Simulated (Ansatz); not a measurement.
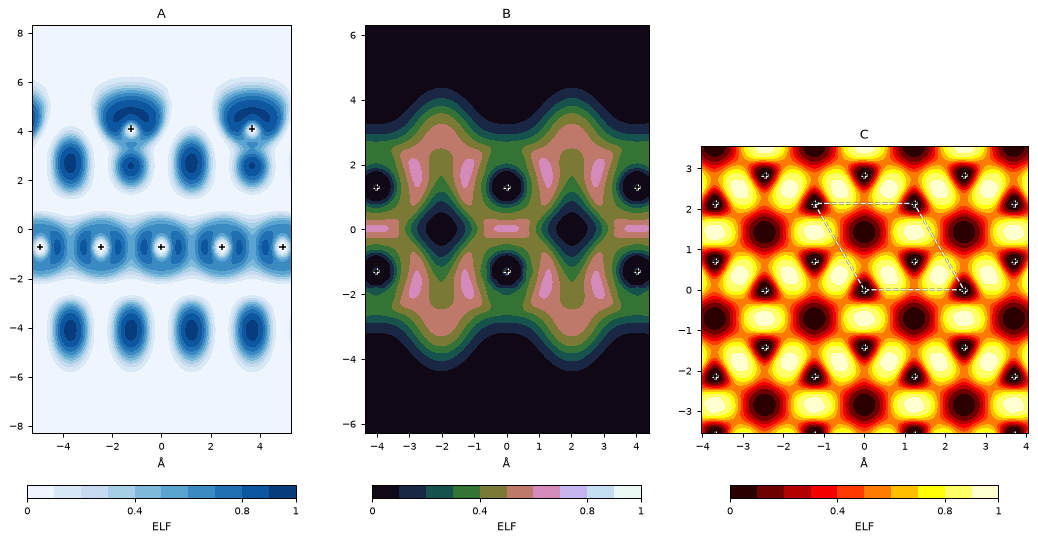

The electron localisation function of 3 systems, each on a plane through atoms (crosses mark nuclei in the plane).

Theory: DFT PBE+D3(BJ), scalar-relativistic, plane waves, PAW (Ansatz).

System 1: C, the (001) plane of the conventional cell. Space group P6₃/mmc.

System 2: Ge (slab), the (100) plane of the calculation cell, a cut from vacuum to vacuum. 

```
Ge
1.0
     8.06015    0.00000    0.00000
    -4.03007    6.98029    0.00000
     0.00000    0.00000   20.11318
Ge
16
Direct
  0.66667 0.33333 0.39775
  0.66667 0.83333 0.39775
  0.16667 0.33333 0.39775
  0.16667 0.83333 0.39775
  0.50000 0.50000 0.43865
  0.50000 0.00000 0.43865
  0.00000 0.50000 0.43865
  0.00000 0.00000 0.43865
  0.00000 0.50000 0.56752
  0.00000 0.00000 0.56752
  0.50000 0.50000 0.56752
  0.50000 0.00000 0.56752
  0.83333 0.66667 0.60625
  0.83333 0.16667 0.60625
  0.33333 0.66667 0.60625
  0.33333 0.16667 0.60625
```

System 3: C₂₄N (slab), the (100) plane of the calculation cell, a cut from vacuum to vacuum. Computed without spin polarisation.

```xyz
25
Lattice="4.9300 0.0000 0.0000 -2.4650 4.2695 0.0000 0.0000 0.0000 25.7384" Properties=species:S:1:pos:R:3 pbc="T T T"
C     0.0000    0.0000    8.5001
C    -1.2325    2.1347    8.5001
C     2.4650    0.0000    8.5001
C     1.2325    2.1347    8.5001
C     0.0000    1.4231    8.5001
C    -1.2325    3.5579    8.5001
C     2.4650    1.4231    8.5001
C     1.2325    3.5579    8.5001
C     0.0239    0.0139   11.8747
C    -1.2085    2.1485   11.8747
C     2.4891    0.0140   11.8770
C     1.2565    2.1486   11.8742
C     1.2565    0.7256   11.8760
C     0.0241    2.8602   11.8760
C     3.7215    0.7255   11.8739
C     2.4889    2.8601   11.8742
C     2.4157    4.2637   15.2248
C     3.6679    2.0950   15.2248
C     2.4752    0.0059   15.4698
C     1.2145    2.1244   15.2644
C    -0.0300    1.4059   15.2652
C    -1.2917    3.5238   15.4678
C     2.4461    1.4349   15.2253
C     1.2332    3.5358   15.2253
N    -0.6415    3.8992   16.7140
```

**Which map belongs to which system?**

Panel A is system 3, C₂₄N: the plane holds C and N. Panel B is system 2, Ge: the plane holds Ge. Ge–Ge (2.59 Å): the ELF peaks at about 0.65 between the atoms. Panel C is system 1, C: the plane holds C. C–C (1.42 Å): the ELF peaks at about 0.95 between the atoms.
